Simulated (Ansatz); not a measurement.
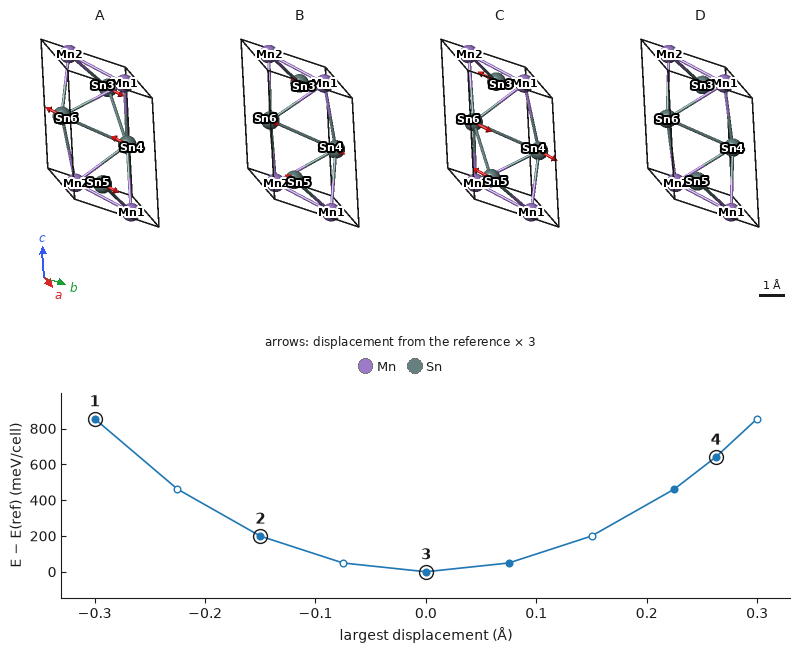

Energy scan for solid MnSn₂ (I4/mcm), in which a normal mode at the zone centre is frozen in with the cell fixed, the amplitude being the largest displacement of an atom. The frames are shuffled; the numbered points of the plot belong to them. Hollow markers are points alike by symmetry, not computed again. A ball-and-stick model of the cell of the calculation, seen slightly off an axis. Red arrows: displacements from the reference.

Theory: Ansatz 0.2.0, DFT PBEsol, scalar-relativistic, plane waves, PAW. (plane-wave cutoff 420 eV; k-point mesh 12 × 12 × 12; occupations gaussian; smearing width 0.15 eV; collinear spin). Energies (free energies at the smearing named) are counted from the relaxed crystal.

> Match the frames to the points.

Point 1 is frame C (the amplitude −0.30 Å, 855 meV/cell); 2 is frame B (the amplitude −0.15 Å, 199 meV/cell); 3 is frame D (the amplitude 0.00 Å, 0 meV/cell); 4 is frame A (the amplitude 0.2625 Å, 640 meV/cell). The harmonic wavenumber of the mode is 100 cm⁻¹, a stable vibration. The lowest computed point lies at the amplitude 0.00 Å (0 meV/cell). The well is symmetric. The distortion takes the space group from I4/mcm to I-42m.
